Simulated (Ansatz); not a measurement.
**Geometry relaxation of Zr$_{4}$O (part 3 of 3)**

Continued. System: Zr$_{4}$O (15 atoms in the cell). Method: DFT r2SCAN, scalar-relativistic, plane waves, PAW, no spin polarisation (Ansatz 0.2.0); cutoff 500 eV, 6×6×6 k-mesh, Gaussian smearing of 0.1 eV. The structure derives from a Materials Project entry. It belongs to a series of runs on one base structure; here: volume × 1.10, shape and atoms relaxed.

Geometry of the input (Å; fractional positions):
```
2.9182  1.6848  10.7023
-2.9182  1.6848  10.7023
0.0000  -3.3696  10.7023
Zr 0.6204  0.9656  0.2904
Zr 0.1237  0.4714  0.7815
Zr 0.9656  0.2904  0.6204
Zr 0.4714  0.7815  0.1237
Zr 0.2904  0.6204  0.9656
Zr 0.7815  0.1237  0.4714
Zr 0.0344  0.7096  0.3796
Zr 0.5286  0.2185  0.8763
Zr 0.3796  0.0344  0.7096
Zr 0.8763  0.5286  0.2185
Zr 0.7096  0.3796  0.0344
Zr 0.2185  0.8763  0.5286
O  0.5000  0.5000  0.5000
O  0.2497  0.2497  0.2497
O  0.7503  0.7503  0.7503
```

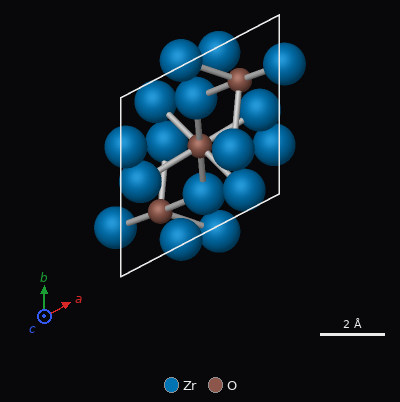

Figure 1. The geometry at step 4 of the log (ball-and-stick view of the reduced cell, along the c axis).

### Output, continued
```
  k-point 2: bands = ["-37.9171", "-37.8729", "-37.8626", "-37.8538", "-37.8419", "-37.8357", "-37.8141", "-37.7765", "-37.7676", "-37.7636", "-37.7512", "-37.7480", "-15.8804", "-15.6964", "-15.6192", "-15.5037", "-15.4299", "-15.4132", "-15.3960", "-15.3539", "-15.3392", "-15.2945", "-15.2731", "-15.2641", "-15.2179", "-15.1847", "-15.1631", "-15.1592", "-15.1171", "-15.0994", "-15.0856", "-15.0762", "-15.0528", "-15.0475", "-15.0369", "-15.0222", "-14.9941", "-14.9832", "-14.9785", "-14.9658", "-14.9586", "-14.9370", "-14.9273", "-14.9196", "-14.9144", "-14.8921", "-14.8711", "-14.8461", "-8.3997", "-8.2019", "-8.0860", "5.7539", "5.8819", "5.9708", "6.2119", "6.2230", "6.2705", "6.5148", "6.5489", "6.6543", "8.9221", "10.0155", "10.4666", "10.6643", "10.7848", "10.8510", "11.0492", "11.1818", "11.3002", "11.5478", "11.6733", "11.7380", "11.8343", "11.9352", "12.0994", "12.1492", "12.3125", "12.3509", "12.4949", "12.5651", "12.7664", "13.2366", "13.3530", "13.4288", "13.5126", "13.7476", "13.8648", "13.9145", "13.9841", "14.0903", "14.3508", "14.3879", "14.5644", "14.7629", "14.9467", "15.0881", "15.1695", "15.2094"]
  k-point 39: bands = ["-37.9396", "-37.8881", "-37.8422", "-37.8422", "-37.8375", "-37.8375", "-37.8282", "-37.7834", "-37.7522", "-37.7522", "-37.7507", "-37.7507", "-15.9206", "-15.6865", "-15.5043", "-15.5043", "-15.4092", "-15.4092", "-15.3982", "-15.3787", "-15.3774", "-15.2738", "-15.2732", "-15.2732", "-15.2467", "-15.2467", "-15.2030", "-15.1979", "-15.1400", "-15.1400", "-15.1345", "-15.1345", "-15.1227", "-15.0628", "-14.9847", "-14.9770", "-14.9770", "-14.9633", "-14.9633", "-14.9469", "-14.9469", "-14.9353", "-14.9070", "-14.9070", "-14.8647", "-14.8647", "-14.8148", "-14.8148", "-8.5169", "-8.2097", "-7.9735", "5.8167", "5.8167", "5.8553", "6.1768", "6.2748", "6.2748", "6.4176", "6.7072", "6.7072", "8.4376", "8.5851", "10.6627", "11.0498", "11.4927", "11.5292", "11.5292", "11.5780", "11.6429", "11.6429", "11.7857", "11.8082", "11.9699", "12.0247", "12.0247", "12.3591", "12.3591", "12.7560", "12.7754", "12.7754", "12.8886", "13.1173", "13.1173", "13.4099", "13.4099", "13.4767", "13.4767", "13.5349", "13.7356", "13.9997", "13.9997", "14.5638", "14.5638", "14.7909", "15.0307", "15.0307", "15.1318", "15.2530"]
--- Relaxed structure (5 steps of the walk, 3 accepted, 1 SCFs on fresh bases) ---
  F+E_penalty+E_count = -52055.69712386 eV   max|allowed force component| = 4.199e-3 eV/Å   (the final SCF, on the basis selected at the relaxed cell)
  cell:  # Å, volume = 315.7098 Å³
    - [2.918667643722234, 1.6850935497780821, 10.698629159409023]
    - [-2.918667643722234, 1.6850935497780821, 10.698629159409023]
    - [2.3322348882066865e-20, -3.3701870995561642, 10.698629159409023]
  atoms:
    - { symbol: Zr, position: [0.6190547439080036, 0.9671307960553737, 0.28988084152746807] }
    - { symbol: Zr, position: [0.1236934989813519, 0.4737764602858411, 0.7796547770658503] }
    - { symbol: Zr, position: [0.9671307960553737, 0.28988084152746807, 0.6190547439080036] }
    - { symbol: Zr, position: [0.47377646028584114, 0.7796547770658502, 0.1236934989813519] }
    - { symbol: Zr, position: [0.28988084152746807, 0.6190547439080036, 0.9671307960553737] }
    - { symbol: Zr, position: [0.7796547770658502, 0.12369349898135196, 0.4737764602858411] }
    - { symbol: Zr, position: [0.03286920394462639, 0.7101191584725319, 0.3809452560919964] }
    - { symbol: Zr, position: [0.526223539714159, 0.22034522293414976, 0.8763065010186482] }
    - { symbol: Zr, position: [0.38094525609199636, 0.032869203944626335, 0.7101191584725319] }
    - { symbol: Zr, position: [0.876306501018648, 0.526223539714159, 0.22034522293414982] }
    - { symbol: Zr, position: [0.7101191584725318, 0.38094525609199636, 0.03286920394462639] }
    - { symbol: Zr, position: [0.22034522293414988, 0.8763065010186479, 0.526223539714159] }
    - { symbol: O, position: [0.5, 0.5, 0.5] }
    - { symbol: O, position: [0.249522726217563, 0.249522726217563, 0.249522726217563] }
    - { symbol: O, position: [0.7504772737824371, 0.7504772737824371, 0.7504772737824371] }
```

### Trajectory as extended XYZ (Å, eV, eV/Å), 6 frames, from step=1 to step=6
```
15
Lattice="2.9182 1.6848 10.7023 -2.9182 1.6848 10.7023 0.0000 -3.3696 10.7023" Properties=species:S:1:pos:R:3:forces:R:3 step=1 energy=-52055.68889 pressure_GPa=-10.36
Zr   -1.0073    1.6935   20.0827   -0.1170   0.0037  -0.0369
Zr   -1.0147   -1.6308   14.7337   -0.0600   0.1026   0.0264
Zr    1.9703    0.0256   20.0827    0.0617   0.0995  -0.0369
Zr   -0.9049    1.6941   14.7337    0.1189   0.0006   0.0264
Zr   -0.9630   -1.7191   20.0827    0.0553  -0.1032  -0.0369
Zr    1.9196   -0.0634   14.7337   -0.0589  -0.1032   0.0264
Zr   -1.9703   -0.0256   12.0243   -0.0617  -0.0995   0.0369
Zr    0.9049   -1.6941   17.3733   -0.1189  -0.0006  -0.0264
Zr    1.0073   -1.6935   12.0243    0.1170  -0.0037   0.0369
Zr    1.0147    1.6308   17.3733    0.0600  -0.1026  -0.0264
Zr    0.9630    1.7191   12.0243   -0.0553   0.1032   0.0369
Zr   -1.9196    0.0634   17.3733    0.0589   0.1032  -0.0264
O     0.0000    0.0000   16.0535    0.0000   0.0000   0.0000
O     0.0000    0.0000    8.0172    0.0000   0.0000  -0.0071
O     0.0000    0.0000   24.0899    0.0000   0.0000   0.0071
15
Lattice="2.9244 1.6884 10.6565 -2.9244 1.6884 10.6565 0.0000 -3.3768 10.6565" Properties=species:S:1:pos:R:3:forces:R:3 step=2 energy=-52055.55895 pressure_GPa=-9.21 accepted=F
Zr   -1.0651    1.7082   20.0211    0.6045   0.0016  -0.1673
Zr   -1.0476   -1.5992   14.6901    0.2221  -0.2183  -0.1016
Zr    2.0119    0.0683   20.0211   -0.3008  -0.5243  -0.1673
Zr   -0.8611    1.7069   14.6901   -0.3002  -0.0832  -0.1016
Zr   -0.9468   -1.7765   20.0211   -0.3036   0.5227  -0.1673
Zr    1.9088   -0.1077   14.6901    0.0780   0.3015  -0.1016
Zr   -2.0119   -0.0683   11.9485    0.3008   0.5243   0.1673
Zr    0.8611   -1.7069   17.2796    0.3002   0.0832   0.1016
Zr    1.0651   -1.7082   11.9485   -0.6045  -0.0016   0.1673
Zr    1.0476    1.5992   17.2796   -0.2221   0.2183   0.1016
Zr    0.9468    1.7765   11.9485    0.3036  -0.5227   0.1673
Zr   -1.9088    0.1077   17.2796   -0.0780  -0.3015   0.1016
O     0.0000    0.0000   15.9848    0.0000   0.0000   0.0000
O     0.0000    0.0000    7.9719    0.0000   0.0000   0.0139
O     0.0000    0.0000   23.9977    0.0000   0.0000  -0.0139
15
Lattice="2.9170 1.6841 10.7107 -2.9170 1.6841 10.7107 0.0000 -3.3683 10.7107" Properties=species:S:1:pos:R:3:forces:R:3 step=3 energy=-52055.69636 pressure_GPa=-10.12
Zr   -1.0165    1.6955   20.0918    0.0154  -0.0046   0.0129
Zr   -1.0211   -1.6216   14.7530    0.0031   0.0165  -0.0199
Zr    1.9766    0.0326   20.0918   -0.0117  -0.0110   0.0129
Zr   -0.8938    1.6951   14.7530    0.0128  -0.0109  -0.0199
Zr   -0.9601   -1.7281   20.0918   -0.0037   0.0156   0.0129
Zr    1.9149   -0.0735   14.7530   -0.0159  -0.0056  -0.0199
Zr   -1.9766   -0.0326   12.0403    0.0117   0.0110  -0.0129
Zr    0.8938   -1.6951   17.3790   -0.0128   0.0109   0.0199
Zr    1.0165   -1.6955   12.0403   -0.0154   0.0046  -0.0129
Zr    1.0211    1.6216   17.3790   -0.0031  -0.0165   0.0199
Zr    0.9601    1.7281   12.0403    0.0037  -0.0156  -0.0129
Zr   -1.9149    0.0735   17.3790    0.0159   0.0056   0.0199
O     0.0000    0.0000   16.0660    0.0000   0.0000   0.0000
O     0.0000    0.0000    8.0139    0.0000   0.0000   0.0154
O     0.0000    0.0000   24.1182    0.0000   0.0000  -0.0154
15
Lattice="2.9200 1.6859 10.6887 -2.9200 1.6859 10.6887 0.0000 -3.3717 10.6887" Properties=species:S:1:pos:R:3:forces:R:3 step=4 energy=-52055.69601 pressure_GPa=-10.11 accepted=F
Zr   -1.0163    1.6980   20.0574   -0.0030  -0.0080  -0.0283
Zr   -1.0238   -1.6177   14.7166    0.0118  -0.0329   0.0157
Zr    1.9786    0.0312   20.0574   -0.0054   0.0066  -0.0283
Zr   -0.8891    1.6955   14.7166   -0.0344   0.0062   0.0157
Zr   -0.9623   -1.7291   20.0574    0.0084   0.0014  -0.0283
Zr    1.9129   -0.0778   14.7166    0.0226   0.0267   0.0157
Zr   -1.9786   -0.0312   12.0088    0.0054  -0.0066   0.0283
Zr    0.8891   -1.6955   17.3496    0.0344  -0.0062  -0.0157
Zr    1.0163   -1.6980   12.0088    0.0030   0.0080   0.0283
Zr    1.0238    1.6177   17.3496   -0.0118   0.0329  -0.0157
Zr    0.9623    1.7291   12.0088   -0.0084  -0.0014   0.0283
Zr   -1.9129    0.0778   17.3496   -0.0226  -0.0267  -0.0157
O     0.0000    0.0000   16.0331    0.0000   0.0000   0.0000
O     0.0000    0.0000    8.0065    0.0000   0.0000  -0.0113
O     0.0000    0.0000   24.0597    0.0000   0.0000   0.0113
15
Lattice="2.9187 1.6851 10.6986 -2.9187 1.6851 10.6986 0.0000 -3.3702 10.6986" Properties=species:S:1:pos:R:3:forces:R:3 step=5 energy=-52055.69714 pressure_GPa=-10.13
Zr   -1.0159    1.6959   20.0713    0.0004   0.0000  -0.0005
Zr   -1.0218   -1.6208   14.7333    0.0012   0.0013  -0.0017
Zr    1.9767    0.0319   20.0713   -0.0002  -0.0003  -0.0005
Zr   -0.8928    1.6953   14.7333    0.0005  -0.0017  -0.0017
Zr   -0.9607   -1.7278   20.0713   -0.0002   0.0004  -0.0005
Zr    1.9145   -0.0745   14.7333   -0.0017   0.0004  -0.0017
Zr   -1.9767   -0.0319   12.0245    0.0002   0.0003   0.0005
Zr    0.8928   -1.6953   17.3625   -0.0005   0.0017   0.0017
Zr    1.0159   -1.6959   12.0245   -0.0004   0.0000   0.0005
Zr    1.0218    1.6208   17.3625   -0.0012  -0.0013   0.0017
Zr    0.9607    1.7278   12.0245    0.0002  -0.0004   0.0005
Zr   -1.9145    0.0745   17.3625    0.0017  -0.0004   0.0017
O     0.0000    0.0000   16.0479    0.0000   0.0000   0.0000
O     0.0000    0.0000    8.0087    0.0000   0.0000   0.0042
O     0.0000    0.0000   24.0872    0.0000   0.0000  -0.0042
15
Lattice="2.9187 1.6851 10.6986 -2.9187 1.6851 10.6986 0.0000 -3.3702 10.6986" Properties=species:S:1:pos:R:3:forces:R:3 step=6 energy=-52055.69712 pressure_GPa=-10.13
Zr   -1.0159    1.6959   20.0713    0.0004   0.0000  -0.0005
Zr   -1.0218   -1.6208   14.7333    0.0012   0.0013  -0.0017
Zr    1.9767    0.0319   20.0713   -0.0002  -0.0003  -0.0005
Zr   -0.8928    1.6953   14.7333    0.0005  -0.0017  -0.0017
Zr   -0.9607   -1.7278   20.0713   -0.0002   0.0004  -0.0005
Zr    1.9145   -0.0745   14.7333   -0.0017   0.0004  -0.0017
Zr   -1.9767   -0.0319   12.0245    0.0002   0.0003   0.0005
Zr    0.8928   -1.6953   17.3625   -0.0005   0.0017   0.0017
Zr    1.0159   -1.6959   12.0245   -0.0004   0.0000   0.0005
Zr    1.0218    1.6208   17.3625   -0.0012  -0.0013   0.0017
Zr    0.9607    1.7278   12.0245    0.0002  -0.0004   0.0005
Zr   -1.9145    0.0745   17.3625    0.0017  -0.0004   0.0017
O     0.0000    0.0000   16.0479    0.0000   0.0000   0.0000
O     0.0000    0.0000    8.0087    0.0000   0.0000   0.0042
O     0.0000    0.0000   24.0872    0.0000   0.0000  -0.0042
```

### Summary

```csv
quantity,value
outcome,converged
space group (tolerance 0.01 Å),R-3 (148)
electrons treated,162
free energy,−52055.6971 eV
Fermi energy,13.027 eV
gap on the k-point mesh,none (metallic)
pressure,−10.13 GPa
final volume,315.71 Å³
largest force (length of the vector) at the end,0.004 eV/Å
final cell,"a = 11.217 Å, b = 11.217 Å, c = 11.217 Å, α = 30.16°, β = 30.16°, γ = 30.16°"
hardware,"4 threads of Oxide Virtual Turin-like (Zen 5), 32 GiB of memory available, shared host"
wall time,3.7 min (CPU time 14 min)
peak memory,2.6 GiB
```

### Notes

The cell is under a tension of 10.1 GPa at this level, so it is not at its equilibrium volume.
